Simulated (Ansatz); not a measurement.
The structure in question:

```
C O
1.0
     2.46554    0.00000    0.00000
    -1.23277    2.13415    0.00000
     0.00000    0.00000   33.74797
C O
11 1
Direct
  0.08331 0.16662 0.23502
  0.41669 0.83338 0.23502
  0.58331 0.16662 0.33575
  0.91669 0.83338 0.33575
  0.08334 0.16668 0.43633
  0.41666 0.83332 0.43633
  0.58324 0.16649 0.53660
  0.91676 0.83351 0.53660
  0.08327 0.16654 0.63762
  0.41673 0.83346 0.63762
  0.75000 0.50000 0.73137
  0.75000 0.50000 0.76498
```

Give a crystallographic description of this input.

The formula is C11O. Cell content 11 C, 1 O; Z = 1. Each O atom is coordinated by one C at 1.13 Å. The numbers of neighbours within bonding distance are C 1 to 3 (mean 2.8).

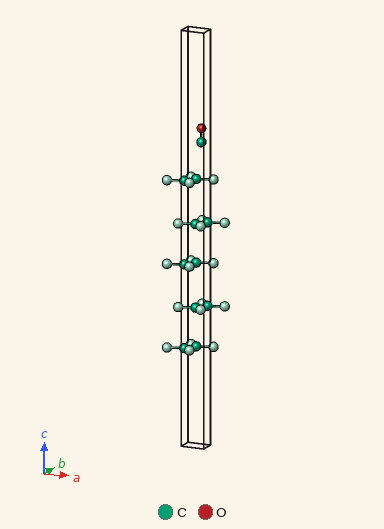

We look at a ball-and-stick model of the crystal slightly off an axis. The simulation cell is drawn as a box. Every bond is drawn to its end, so some atoms lie outside the box, in fainter colours.

The structure comes from a structure listed in the Materials Project, from which a slab was cut and an adsorbate added. The atoms were relaxed in a fixed cell with DFT PBE+D3(BJ), scalar-relativistic, plane waves, PAW in Ansatz 0.2.0, but for four held in place.
